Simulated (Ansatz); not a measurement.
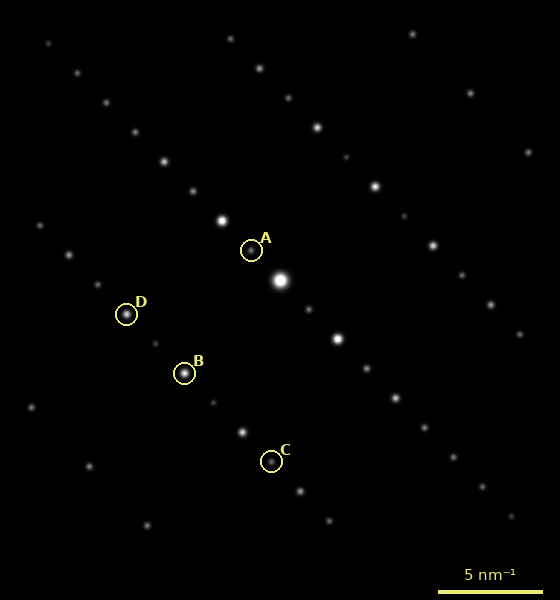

Computed electron diffraction pattern, 80 kV, single scattering only, B = 0.8 Å². The zone axis points towards the electron source and the pattern is seen from the source side.

The sample is Ta, space group Fmmm (No. 69), a = 3.11 Å, b = 4.73 Å, c = 10.03 Å. Structure: coordinates from a relaxation with Ansatz 0.2.0, DFT PBEsol, scalar-relativistic, plane waves, PAW; the starting structure was generated, so it need not be a known form of this composition.

```cif
data_structure
_symmetry_space_group_name_H-M 'Fmmm'
_symmetry_Int_Tables_number 69
_cell_length_a 3.1105
_cell_length_b 4.7308
_cell_length_c 10.0320
_cell_angle_alpha 90.000
_cell_angle_beta 90.000
_cell_angle_gamma 90.000
_cell_volume 147.62
loop_
_atom_site_label
_atom_site_type_symbol
_atom_site_symmetry_multiplicity
_atom_site_Wyckoff_symbol
_atom_site_fract_x
_atom_site_fract_y
_atom_site_fract_z
_atom_site_occupancy
Ta1 Ta 8 i 0.00000 0.00000 0.13510 1
```

Spot A is indexed 0 0 -2 and spot B -2 0 0.

> What are the indices of the remaining marked spots?

C = −3A + B = -2 0 6 (d = 1.139 Å). D = 2A + B = -2 0 -4 (d = 1.322 Å).

> Find the zone axis.

The cross product of A and B is parallel to [010]; every spot obeys hu + kv + lw = 0.
